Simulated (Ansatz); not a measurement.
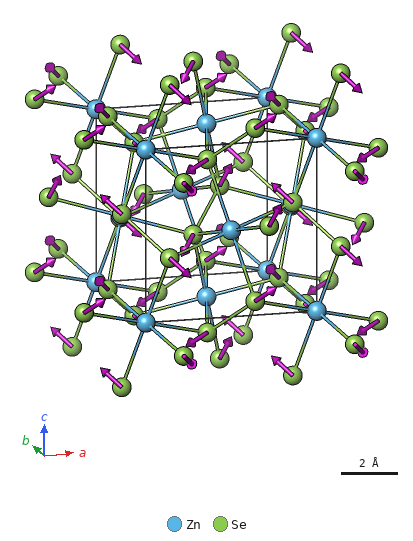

This is a relaxation of crystalline ZnSe$_{2}$ (set up in Pa-3). The starting structure is drawn; purple arrows show the displacements (the part carried along by the change of the cell is left out), magnified 50 times.

The picture is a ball-and-stick view of the cell of the calculation, seen slightly off an axis.

All numbers below come from DFT LDA, scalar-relativistic, plane waves, PAW in Ansatz. (plane-wave cutoff 420 eV; k-point mesh 4 × 4 × 4; occupations gaussian; smearing width 0.02 eV; no spin polarisation; cell and atoms relaxed; force threshold 0.005 eV/Å; at most 80 steps)

Atoms of which element are displaced furthest, and by how much?

Answer. Selenium: up to 0.022 Å, against 0.000 Å for zinc.

What did the optimiser do to the structure, and how much energy did it gain?

Answer. Over 3 accepted moves (4 points after the start) the energy falls by 0.470 eV per cell of the calculation. The largest force component goes from 0.044 to 0.00017 eV/Å. The pressure goes from −5.86 to −0.05 GPa. At 1 point the geometry stayed and the basis and grid were re-selected for the new cell (energy shift of 5.7 meV per cell of the calculation at most each time). The largest moves relative to the cell, 0.022 Å, are those of Se atoms. Zn stays in place. Cell: a = b = c 6.374 → 6.174 Å (−3.1 %). Volume −9.1 %. Near-neighbour distances that change, for instance: Se–Zn 2.680 → 2.591 Å, Se–Se 2.396 → 2.365 Å. The space group stays Pa-3 (No. 205). Cost: 47 s on 4 threads of Intel(R) Xeon(R) Processor @ 2.50GHz (Skylake/Cascade Lake) (shared host), peak memory 0.99 GiB.
